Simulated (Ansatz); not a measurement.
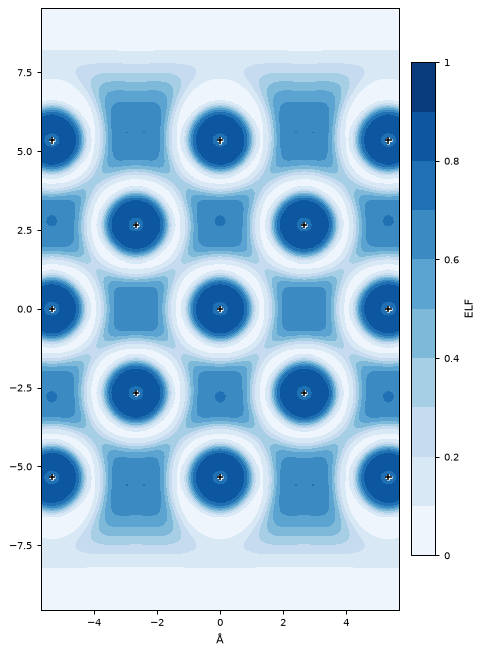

The electron localisation function on a plane through atoms (crosses mark nuclei in the plane).

Computed with DFT LDA, scalar-relativistic, plane waves, PAW (Ansatz).

Candidates:
A. Nb (slab), a = 2.81 Å, b = 2.81 Å, c = 26.48 Å, α = 90.00°, β = 90.00°, γ = 109.47°. 
B. Ca (slab), a = 3.78 Å, b = 3.78 Å, c = 25.68 Å, α = 90.00°, β = 90.00°, γ = 90.00°. 
C. InSb (slab), a = 4.56 Å, b = 6.45 Å, c = 26.40 Å, α = 90.00°, β = 90.00°, γ = 90.00°. 

### Which system is this?

Candidate B: Ca on the (110) plane of the calculation cell, a cut from vacuum to vacuum, which holds Ca. Ca–Ca (3.78 Å): the ELF is about 0.35 at the midpoint; no localised pair shows between them.
